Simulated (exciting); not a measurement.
```
CELL_PARAMETERS angstrom
4.43246 0.00000 0.00000
0.00000 4.43246 0.00000
0.00000 0.00000 4.43246
ATOMIC_POSITIONS crystal
Se 0.00000 0.00000 0.00000
Ga 0.50000 0.50000 0.00000
Ga 0.50000 0.00000 0.50000
Ga 0.00000 0.50000 0.50000
```

Space group Pm-3m; a structure from a database of computed crystals, not necessarily the ambient phase.

Level of theory: exciting, Kohn-Sham DFT of a periodic cell, PBEsol, all-electron LAPW+lo, shipped species files.

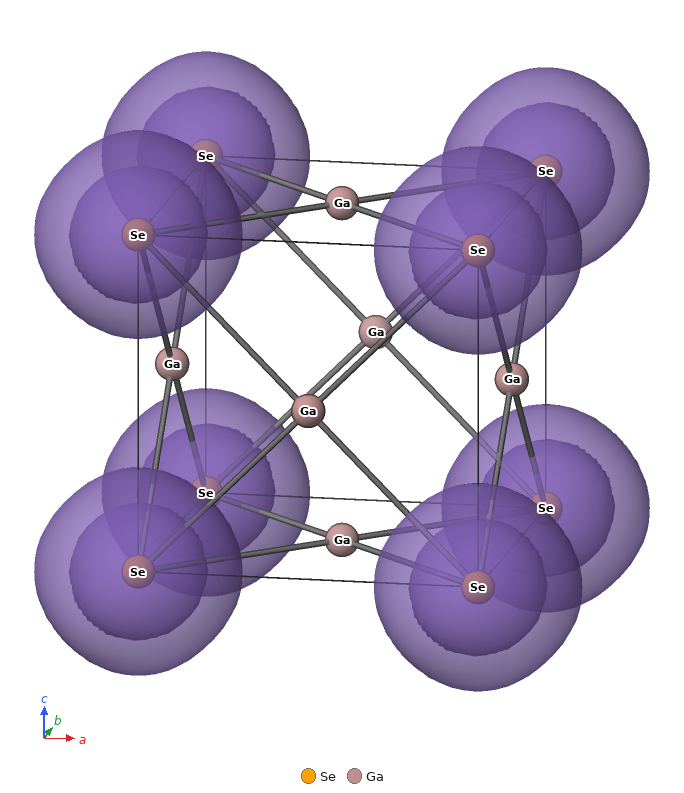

Ga3Se. Isosurface of the ELF at 0.55 (purple), seen slightly off an axis. Only the valence region is drawn (cores and ρ < 0.01 e/Å³ removed). Sticks mark near contacts.

Q: What do the ELF domains correspond to?

A: At this value the surface marks out one region wrapped around Se (its valence shell), counted in one cell of 4 atoms. Any copies at cell faces, edges or corners count once. Profiles from the grid: Ga–Se (3.13 Å): the ELF peaks at about 0.70 in the valence shell of Se, 1.1 Å from its nucleus, and is about 0.30 at the midpoint.
